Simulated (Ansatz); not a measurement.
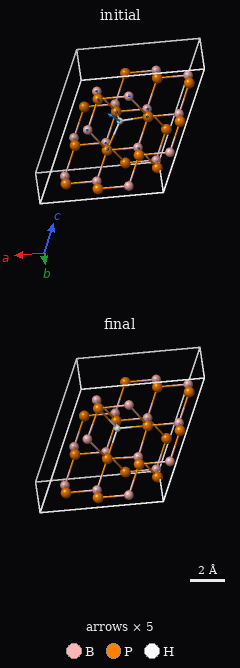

The structure of a defect cell of composition B₁₆P₁₆H (cell charge −1) before (top) and after (bottom) a relaxation, at one scale. The blue arrows give the displacements, 5 times their true length.

A ball-and-stick model of the cell of the calculation (origin shifted), seen from a free direction.

Case: H interstitial, charge -1, atoms relaxed.

The calculation used DFT PBE, scalar-relativistic, plane waves, PAW in Ansatz 0.2.0. Set-up: plane-wave cutoff 420 eV; k-point mesh 2 × 2 × 2; occupations gaussian; smearing width 0.02 eV; mesh shifted by (0.5, 0.5, 0.5); no spin polarisation; atoms relaxed in a fixed cell; force threshold 0.02 eV/Å; at most 60 steps.

Question: Describe what moved and what it gained.

Answer: Over 3 geometry steps the energy falls by 0.150 eV per cell of the calculation. The largest force component goes from 0.59 to 0.0086 eV/Å. The largest move is that of the H atom, 0.18 Å roughly along [3 2 2]. Largest moves by element: H 0.18 Å, P 0.04 Å, B 0.04 Å. The cell doesn't change. Near-neighbour distances that change, for instance: H–P 2.139 → 1.932 Å, H–P 1.847 → 1.931 Å, H–P 1.973 → 1.932 Å, B–P 1.969 → 2.000 Å. Bond angles that change, for instance: P–B–P 109.5° → 105.9°.

Limits of the set-up: the periodic images lie only 7.9 Å apart, so the values are limited by the cell's size; the cell is charged, on a uniform background, and energies carry no finite-size correction.
